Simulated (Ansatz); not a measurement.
**BaTiO₃ (slab): density, localisation and related maps**

Input file:

```
crystal:
  lattice:
    - [3.9557417177, 0.0, 0.0]
    - [0.0, 4.0433218655, 0.0]
    - [0.0, 0.0, 24.8893542943]
  atoms:
    - { symbol: Ti, position: [0.5, 0.520064016, 0.301333651] }
    - { symbol: O, position: [0.5, 0.9752356709, 0.301333651] }
    - { symbol: O, position: [0.0, 0.485902257, 0.301333651] }
    - { symbol: Ba, position: [0.0, 0.004895799, 0.3808001906] }
    - { symbol: O, position: [0.5, 0.485902257, 0.3808001906] }
    - { symbol: Ti, position: [0.5, 0.520064016, 0.4602667302] }
    - { symbol: O, position: [0.5, 0.9752356709, 0.4602667302] }
    - { symbol: O, position: [0.0, 0.485902257, 0.4602667302] }
    - { symbol: Ba, position: [0.0, 0.004895799, 0.5397332698] }
    - { symbol: O, position: [0.5, 0.485902257, 0.5397332698] }
    - { symbol: Ti, position: [0.5, 0.520064016, 0.6191998094] }
    - { symbol: O, position: [0.5, 0.9752356709, 0.6191998094] }
    - { symbol: O, position: [0.0, 0.485902257, 0.6191998094] }
    - { symbol: Ba, position: [0.0, 0.004895799, 0.698666349] }
    - { symbol: O, position: [0.5, 0.485902257, 0.698666349] }
basis:
  ecutwfc: 420
kpoints:
  mp_grid: { grid: [7, 7, 1] }
hamiltonian:
  xc: pbesol
scf:
  occupations: { method: gaussian, width: 0.05 }
output:
  forces: true
  eigenvalues: true
  write_density: true
  write_potential: true
  elf: true
  volumetric_format: npy
relax:
  adjacent_minimum: "off"
  f_tol: 0.02
  max_steps: 60
efield:
  axis: 3
  dipole_correction: true
  ramp_width: 0.04
```

Launched as:

```sh
ansatz run input.yaml --threads 2 --pin off --max-ram 5120MiB --backend cpu --events-out ev --progress --plain --runs-dir out
```

The fields are those of the run's last geometry, not of the input's.

Computed without spin polarisation.

These are results of DFT PBEsol, scalar-relativistic, plane waves, PAW in Ansatz, not measurements.

The density is the valence pseudo-density of a PAW calculation; it isn't the true density close to the nuclei.

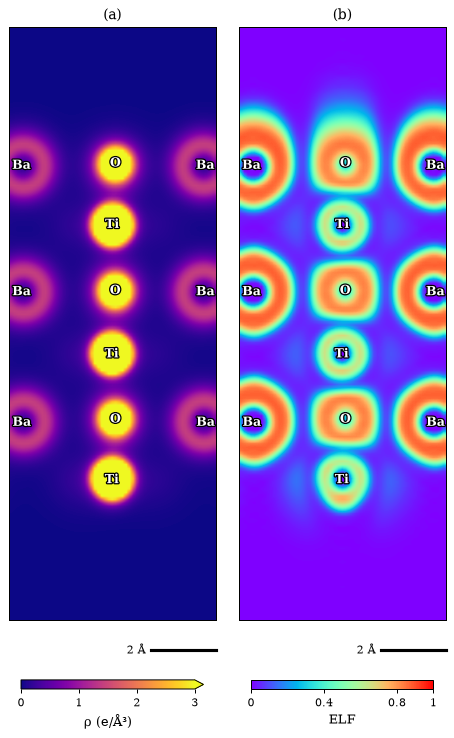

Figure 1. (a) valence pseudo-density; (b) ELF on the (110) plane of the calculation cell, a cut from vacuum to vacuum.

Q: Interpret the plot.

A:
- The section cuts through Ti, Ba and O sites.
- Ti–O (1.86 Å): the density is about 0.91 e/Å³ at the midpoint; the ELF peaks at about 0.80 in the valence shell of O, 0.6 Å from its nucleus, and is about 0.25 at the midpoint: no shared electron pair shows on this line.
- Ti–O (1.95 Å): ρ at the midpoint is about 0.72 e/Å³; the ELF peaks at about 0.85 in the valence shell of O, 0.6 Å from its nucleus, and is about 0.20 at the midpoint (no localised pair shows between them).
- Ti–O (2.02 Å): ρ is about 0.59 e/Å³ halfway; the ELF peaks at about 0.85 in the valence shell of O, 0.6 Å from its nucleus, and is about 0.20 at the midpoint (no localised pair shows between them).
- Ti–O (2.04 Å): ρ at the midpoint is about 0.56 e/Å³; the ELF peaks at about 0.85 in the valence shell of O, 0.6 Å from its nucleus, and is about 0.20 at the midpoint (no localised pair shows between them).
- The density dies away to nearly zero in the vacuum.
- The features right at Ti and Ba lie inside the PAW spheres, where the map follows smoothed inner orbitals and isn't to be read closely.

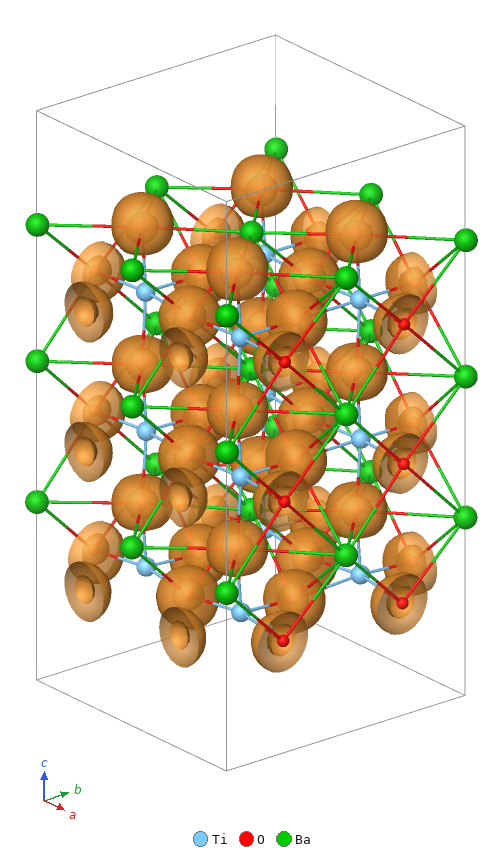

Figure 2. Isosurface of the electron localisation function at 0.75 (orange), seen at an oblique angle. Core shells and regions of very low density are left out. Sticks mark near contacts.

Q: What do the ELF domains correspond to?

A: The surface consists of nine regions wrapped around O (the valence shell of each), counted in one cell of 15 atoms. Counts are for one cell; the picture repeats the cell along the surface. Along the contacts the grid gives the following. Ti–O (1.78 Å): the ELF peaks at about 0.80 in the valence shell of O, 0.5 Å from its nucleus, and is about 0.30 at the midpoint: no localised pair shows between them. Ba–O (2.68 Å): the ELF is about 0.15 at the midpoint (a largely ionic contact).

Q: Metal or insulator at this level of theory?

A: It is gapped, with a Kohn–Sham gap of 1.1 eV on the k-point mesh (the band edges may lie off the mesh, which would make the gap smaller).
